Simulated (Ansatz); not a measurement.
Structure (in its standard cell), the input geometry of an electronic-structure calculation (not necessarily at equilibrium); the starting structure was generated, so it need not be a known form of this composition:

```
Sm
1.0
     4.04558    0.00000    0.00000
     0.00000    4.04558    0.00000
     0.00000    0.00000    4.04558
Sm
2
Cartesian
  0.0000 0.0000 0.0000
  2.0228 2.0228 2.0228
```

Question: What does the kinematic electron diffraction pattern along [110] look like at 200 kV (B = 0.5 Å²)?

Answer: The spots form a rectangular net whose two shortest vectors correspond to d = 2.86 Å and 2.02 Å, 90.0° apart. They are 1 -1 0 and 0 0 2. The pattern has symmetry 2mm. The lattice centring (I) removes all reflections that break h + k + l = 2n.

Strongest reflections with d > 0.80 Å, one of each family (|F|² from tabulated Gaussian fits of the electron scattering factors, times a small damping for the curvature of the Ewald sphere):

```tsv
hkl	d (Å)	I (strongest = 100)
1 -1 0	2.861	100
0 0 2	2.023	56
1 -1 2	1.652	37
2 -2 0	1.430	27
2 -2 2	1.168	16
0 0 4	1.011	11
```

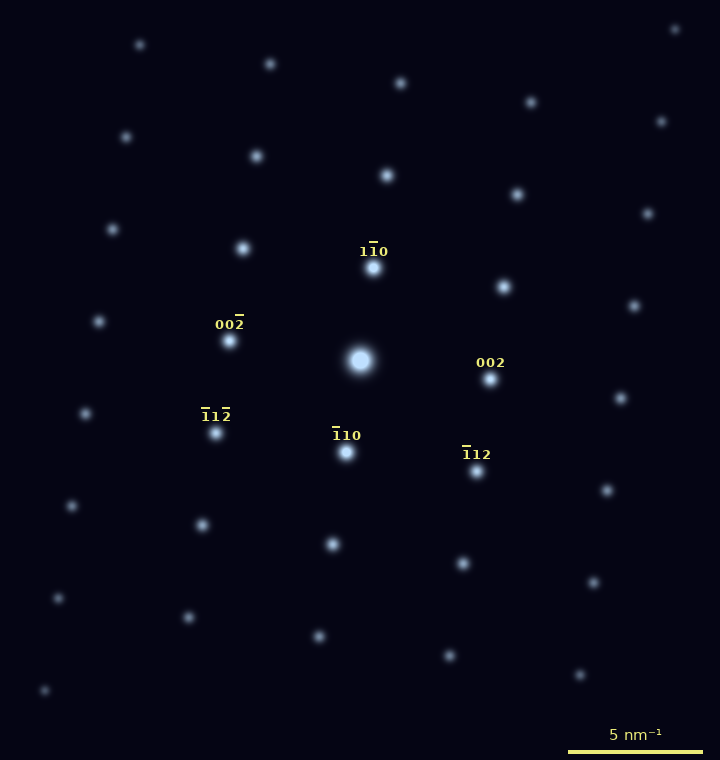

Calculated pattern, seen from the source side with [110] pointing towards the source.
